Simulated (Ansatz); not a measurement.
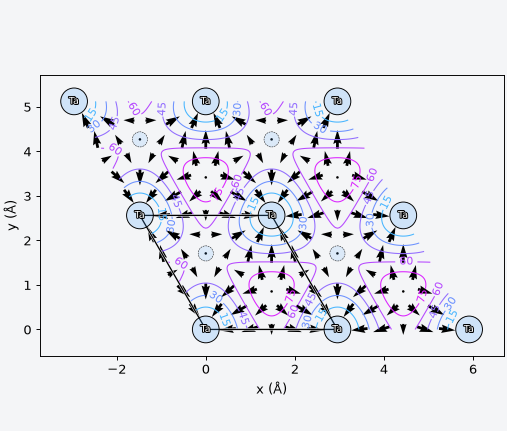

Energy landscape of N on a Ta(111) slab cut from the Fm-3m phase, its upper half relaxed before the scan (12 atoms of substrate and one adsorbate in a 2 × 2 cell). N is moved over the surface cell at a fixed height above a rigid substrate; the origin of the map has the adsorbate above Ta9; the height is held at 3.30 Å. Places are given modulo a cell vector. The map is drawn in real space over the plane of the surface. Grid: 6 × 6 points; 10 points were computed and 26 follow by symmetry. Places are given in fractions of the 1 × 1 surface cell. Energies are in meV, from the lowest grid point. The runs have no spin polarisation, so an open-shell adsorbate far from the surface lies too high. At a fixed height the lowest place need not be the adsorption site. Method: DFT PBE+D3(BJ), scalar-relativistic, plane waves, PAW in Ansatz. Settings: cutoff 420 eV, k-mesh 6×6×1, gaussian smearing 0.1 eV, no spin polarisation.

Drawn: contour lines labelled in meV, arrows along the force (downhill), their lengths compressed, labelled circles for the atoms of the top layer and small ones for the second layer, the outline of one cell of the 2 × 2 shown. Between grid points the surface is interpolated. 

Where are the wells?

The lowest grid point is at the top site over a surface Ta atom, (0/6, 0/6) of the cell vectors. The highest grid point, a threefold hollow over a third-layer Ta atom, (4/6, 2/6) of the cell vectors, lies 88 meV above the lowest. On the interpolated surface the easiest way out of the lowest well to its copy in the next cell or period passes a barrier of about 59 meV. At the lowest point the adsorbate has 1 Ta at 3.30 Å as nearest neighbours, at the highest 3 Ta at 3.72 Å.

The input of one point:

```yaml
crystal:
  lattice:
    - [5.9135916889, 0.0, 0.0]
    - [-2.9567958445, 5.1213206302, 0.0]
    - [0.0, 0.0, 22.1284273952]
  atoms:
    - { symbol: Ta, position: [0.3333333333, 0.1666666667, 0.1807629584] }
    - { symbol: Ta, position: [0.3333333333, 0.6666666667, 0.1807629584] }
    - { symbol: Ta, position: [0.8333333333, 0.1666666667, 0.1807629584] }
    - { symbol: Ta, position: [0.8333333333, 0.6666666667, 0.1807629584] }
    - { symbol: Ta, position: [0.1666666667, 0.3333333333, 0.2898630609] }
    - { symbol: Ta, position: [0.1666666667, 0.8333333333, 0.2898630609] }
    - { symbol: Ta, position: [0.6666666667, 0.3333333333, 0.2898630609] }
    - { symbol: Ta, position: [0.6666666667, 0.8333333333, 0.2898630609] }
    - { symbol: Ta, position: [0.0, 0.0, 0.3989631634] }
    - { symbol: Ta, position: [0.0, 0.5, 0.3989631634] }
    - { symbol: Ta, position: [0.5, 0.0, 0.3989631634] }
    - { symbol: Ta, position: [0.5, 0.5, 0.3989631634] }
    - { symbol: "N", position: [0.0, 0.0, 0.5480926041] }
basis:
  ecutwfc: 420
kpoints:
  mp_grid: { grid: [6, 6, 1] }
hamiltonian:
  xc: pbe
  pseudopotentials: { kind: paw, azcp: { folder: soft_1 } }
  dispersion: d3bj
scf:
  occupations: { method: gaussian, width: 0.1 }
output:
  forces: true
  eigenvalues: true
  write_density: true
  write_potential: true
  elf: true
  volumetric_format: npy
efield:
  axis: 3
  dipole_correction: true
  ramp_width: 0.04
```

Time for the 10 points that were run: 20 min on 2 threads of Arm Neoverse N1 (shared host).
